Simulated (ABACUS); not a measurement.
## Band-structure run, with input and output: W (part 2 of 2)

The same run, continued: W (Im-3m, 1 atom in the cell); Kohn-Sham DFT of a periodic cell, rPW86PBE, SG15 ONCV 1.2 PBE, no spin polarisation (ABACUS 3.10.1); cutoff 1006.82 eV, 10×10×10 k-mesh, fermi-dirac of 0.05 eV. The structure derives from an entry of the Crystallography Open Database.

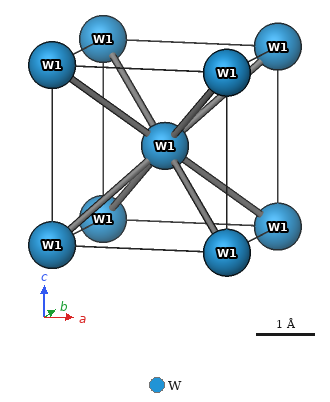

The input geometry (ball-and-stick view of the cell 2 times as large as that of the calculation, set on its symmetry axes, seen slightly off an axis; atoms are numbered from 1 in the order of the input).

The program's output, continued
```
 PW ALGORITHM --------------- ION=   1  ELEC=   3--------------------------------

 Density error is 0.000193806288772
                          Error Threshold = 1.45265284682e-05
----------------------------------------------------------
     Energy           Rydberg                 eV
----------------------------------------------------------
 E_KohnSham     -544.2888892915      -7405.4302524554
 E_Harris       -544.4265589873      -7407.3033447602
 E_Fermi        2.6197175782         35.6430862144
----------------------------------------------------------

 PW ALGORITHM --------------- ION=   1  ELEC=   4--------------------------------

 Density error is 8.77156677636e-07
                          Error Threshold = 6.92165317041e-07
----------------------------------------------------------
     Energy           Rydberg                 eV
----------------------------------------------------------
 E_KohnSham     -544.2889056724      -7405.4304753294
 E_Harris       -544.2904067935      -7405.4508991296
 E_Fermi        2.6175122918         35.6130817540
----------------------------------------------------------

 PW ALGORITHM --------------- ION=   1  ELEC=   5--------------------------------

 Density error is 6.52809852971e-08
                          Error Threshold = 3.13270242013e-09
----------------------------------------------------------
     Energy           Rydberg                 eV
----------------------------------------------------------
 E_KohnSham     -544.2889059306      -7405.4304788427
 E_Harris       -544.2895152052      -7405.4387684481
 E_Fermi        2.6175554211         35.6136685574
----------------------------------------------------------

 PW ALGORITHM --------------- ION=   1  ELEC=   6--------------------------------

 Density error is 1.94206143725e-09
                          Error Threshold = 2.33146376061e-10
----------------------------------------------------------
     Energy           Rydberg                 eV
----------------------------------------------------------
 E_KohnSham     -544.2889059334      -7405.4304788804
 E_KS(sigma->0) -544.2887493203      -7405.4283480492
 E_Harris       -544.2889770601      -7405.4314466089
 E_band         14.5736367057        198.2844997792
 E_one_elec     -118.9659747780      -1618.6151251046
 E_Hartree      94.6962372503        1288.4084057640
 E_xc           -42.9336636363       -584.1424614685
 E_Ewald        -477.0851915432      -6491.0770364088
 E_entropy(-TS) -0.0003132263        -0.0042616625
 E_descf        0.0000000000         0.0000000000
 E_exx          0.0000000000         0.0000000000
 E_Fermi        2.6175311248         35.6133379891
----------------------------------------------------------

 charge density convergence is achieved
 final etot is -7405.4304789 eV
 EFERMI = 35.613337989 eV

 STATE ENERGY(eV) AND OCCUPATIONS    NSPIN == 1
 1/12 kpoint (Cartesian) = 0.0000 0.0000 0.0000 (1157 pws)
       1       -38.6209     0.00200000
       2       -2.33591     0.00200000
       3       -2.33591     0.00200000
       4       -2.33591     0.00200000
       5        7.13117     0.00200000
       6        7.13117     0.00200000
       7        7.13117     0.00200000
       8        7.13511     0.00200000
       9        7.13511     0.00200000
      10        7.13511     0.00200000
      11        7.23294     0.00200000
      12        25.9668     0.00200000
      13        34.2544     0.00200000
      14        34.2544     0.00200000
      15        34.2544     0.00200000
      16        37.6195    7.51852e-21
      17        37.6195    7.51852e-21
      18        50.0621        0.00000
      19        50.0621        0.00000
      20        50.0621        0.00000
      21        62.2565        0.00000
      22        62.2565        0.00000
      23        64.9998        0.00000
      24        64.9998        0.00000

 2/12 kpoint (Cartesian) = 0.031599 -0.031599 0.0000 (1145 pws)
       1       -38.6081      0.0240000
       2       -2.46700      0.0240000
       3       -2.37683      0.0240000
       4       -2.33660      0.0240000
       5        7.12780      0.0240000
       6        7.12996      0.0240000
       7        7.13003      0.0240000
       8        7.13681      0.0240000
       9        7.13807      0.0240000
      10        7.13868      0.0240000
      11        7.22854      0.0240000
      12        26.4418      0.0240000
      13        33.9749      0.0240000
      14        34.1753      0.0240000
      15        34.7186      0.0240000
      16        37.2309    2.13953e-16
      17        37.6303    7.26990e-20
      18        50.4339        0.00000
      19        50.8618        0.00000
      20        51.1393        0.00000
      21        59.2318        0.00000
      22        60.5282        0.00000
      23        64.4952        0.00000
      24        65.1059        0.00000

 3/12 kpoint (Cartesian) = 0.063197 -0.063197 0.0000 (1143 pws)
       1       -38.5745      0.0240000
       2       -2.80033      0.0240000
       3       -2.48285      0.0240000
       4       -2.33846      0.0240000
       5        7.11917      0.0240000
       6        7.12630      0.0240000
       7        7.12637      0.0240000
       8        7.14203      0.0240000
       9        7.14584      0.0240000
      10        7.14833      0.0240000
      11        7.21806      0.0240000
      12        27.6734      0.0240000
      13        33.3186      0.0240000
      14        33.8035      0.0240000
      15        36.0585    3.26407e-06
      16        36.9236    9.98556e-14
      17        37.7193    1.22447e-20
      18        50.7482        0.00000
      19        52.5776        0.00000
      20        53.0613        0.00000
      21        57.0027        0.00000
      22        58.3884        0.00000
      23        62.0468        0.00000
      24        64.9953        0.00000

 4/12 kpoint (Cartesian) = 0.094796 -0.094796 0.0000 (1144 pws)
       1       -38.5328      0.0240000
       2       -3.19445      0.0240000
       3       -2.61177      0.0240000
       4       -2.34089      0.0240000
       5        7.10893      0.0240000
       6        7.12105      0.0240000
       7        7.12152      0.0240000
       8        7.14870      0.0240000
       9        7.15551      0.0240000
      10        7.16071      0.0240000
      11        7.20715      0.0240000
      12        28.9262      0.0240000
      13        32.6184      0.0240000
      14        33.7607      0.0240000
      15        37.2520    1.40315e-16
      16        37.9654    8.92904e-23
      17        38.0926    7.00252e-24
      18        49.4053        0.00000
      19        50.6758        0.00000
      20        56.2531        0.00000
      21        57.9531        0.00000
      22        58.2075        0.00000
      23        59.8601        0.00000
      24        61.8927        0.00000

 5/12 kpoint (Cartesian) = 0.12639 -0.12639 0.0000 (1146 pws)
       1       -38.4989      0.0240000
       2       -3.50041      0.0240000
       3       -2.71439      0.0240000
       4       -2.34295      0.0240000
       5        7.10092      0.0240000
       6        7.11602      0.0240000
       7        7.11763      0.0240000
       8        7.15416      0.0240000
       9        7.16338      0.0240000
      10        7.17107      0.0240000
      11        7.19991      0.0240000
      12        29.2907      0.0240000
      13        32.1172      0.0240000
      14        35.0669      0.0239996
      15        37.6375    6.28652e-20
      16        38.3100    9.06182e-26
      17        40.3569    1.50721e-43
      18        47.7128        0.00000
      19        47.8564        0.00000
      20        54.1307        0.00000
      21        58.7689        0.00000
      22        59.9238        0.00000
      23        61.6621        0.00000
      24        62.1344        0.00000

 6/12 kpoint (Cartesian) = 0.15799 0.15799 0.31599 (1148 pws)
       1       -38.4859      0.0120000
       2       -3.61449      0.0120000
       3       -2.75321      0.0120000
       4       -2.34376      0.0120000
       5        7.09792      0.0120000
       6        7.11394      0.0120000
       7        7.11615      0.0120000
       8        7.15625      0.0120000
       9        7.16640      0.0120000
      10        7.17512      0.0120000
      11        7.19749      0.0120000
      12        29.2587      0.0120000
      13        31.9381      0.0120000
      14        36.2719    2.28392e-08
      15        37.5533    1.69225e-19
      16        38.4908    1.21740e-27
      17        41.5580    2.78161e-54
      18        46.5450        0.00000
      19        47.0158        0.00000
      20        52.3793        0.00000
      21        57.6471        0.00000
      22        62.3171        0.00000
      23        62.9160        0.00000
      24        66.2116        0.00000

[... levels at 6 further k points ...]

------------------------------------------------------------------------------------------
 TOTAL-FORCE (eV/Angstrom)
------------------------------------------------------------------------------------------
                        W1         0.0000000000         0.0000000000         0.0000000000
------------------------------------------------------------------------------------------

----------------------------------------------------------------
 TOTAL-STRESS (KBAR)
----------------------------------------------------------------
        91.2303517864         0.0000000000         0.0000000000
         0.0000000000        91.2303517864        -0.0000000000
        -0.0000000000        -0.0000000000        91.2303517864
----------------------------------------------------------------
 TOTAL-PRESSURE: 91.230352 KBAR

 --------------------------------------------
 !FINAL_ETOT_IS -7405.4304788803901829 eV
 --------------------------------------------
```

This output came from the following input.

The input
```
INPUT_PARAMETERS
suffix              W
calculation         scf
basis_type          pw
pseudo_dir          ./
symmetry            1
dft_functional      GGA_X_RPW86+GGA_C_PBE
ecutwfc             74
pseudo_rcut         7
nspin               1
nbands              24
ks_solver           dav
smearing_method     fd
smearing_sigma      0.00367493
scf_thr             1e-08
scf_nmax            100
mixing_type         broyden
mixing_beta         0.7
cal_force           1
cal_stress          1
out_chg             1
kpar                4
```

File STRU
```
ATOMIC_SPECIES
W 183.8400 W_ONCV_PBE-1.2.upf

LATTICE_CONSTANT
1.8897261246

LATTICE_VECTORS
-1.5823450000 1.5823450000 1.5823450000
1.5823450000 -1.5823450000 1.5823450000
1.5823450000 1.5823450000 -1.5823450000

ATOMIC_POSITIONS
Cartesian

W
0.0
1
0.0000000000 0.0000000000 0.0000000000 1 1 1
```

File KPT
```
K_POINTS
0
Gamma
10 10 10 0 0 0
```

Command:
```bash
OMP_NUM_THREADS=1 mpirun -np 4 abacus > log
```

Key numbers

```json
{"quantity": "outcome", "value": "converged"}
{"quantity": "space group (tolerance 0.01 Å)", "value": "Im-3m (229)"}
{"quantity": "electrons treated", "value": "28"}
{"quantity": "free energy", "value": "−7405.4305 eV"}
{"quantity": "Fermi energy of the self-consistent step", "value": "35.613 eV"}
{"quantity": "gap on the k-point mesh", "value": "none (metallic)"}
{"quantity": "pressure", "value": "9.12 GPa"}
{"quantity": "largest force (length of the vector)", "value": "under 0.001 eV/Å"}
{"quantity": "hardware", "value": "4 threads of Intel Xeon @ 3.00GHz (Skylake/Cascade Lake), 12 GiB of memory available, shared host"}
{"quantity": "wall time", "value": "9.4 s (CPU time 37 s)"}
{"quantity": "peak memory", "value": "0.28 GiB"}
```

Notes

Spin–orbit coupling is left out, which matters for W. The cell is under a pressure of 9.1 GPa at this level, so it is not at its equilibrium volume.
